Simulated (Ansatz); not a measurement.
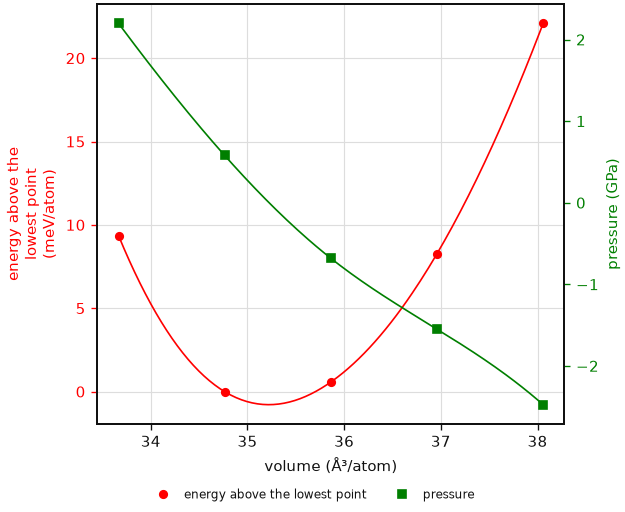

The figure shows the energy above the lowest point and pressure against volume for InSb, space group F-43m (No. 216) (one of a set of cubic test structures, which need not be the stable phase).

How it was computed, with Ansatz 0.2.0 development build: equation of state of a cubic crystal from periodic Kohn-Sham density functional theory without spin; pressure corrected for the finite basis. Level: HSE06.

- structure type: zinc blende
- atoms in cell: 2
- space group number: 216
- lattice centring: face-centred primitive
- k mesh: 4×4×4
- occupation method: Fermi–Dirac
- occupation width: 0.05 eV
- wave cutoff: 700 eV
- datasets: hard PAW
- density tolerance: 0 eV
- bands: 27
- density cutoff ratio: 4
- search for lower states: default
- exchange singularity: regularized

Where does the curve of the energy above the lowest point have its lowest point?

Answer. The lowest computed point is at volume 34.76 Å³/atom (0.0 meV/atom), and no other minimum shows among the points.

What does the pressure do across the range?

Answer. It falls from 2.199 GPa at volume 33.67 Å³/atom to −2.474 GPa at 38.06 Å³/atom, and changes sign near 35.3 Å³/atom.

Caveats: coarse k-mesh, values are not converged in k; pseudopotentials made with PBE, not this functional.
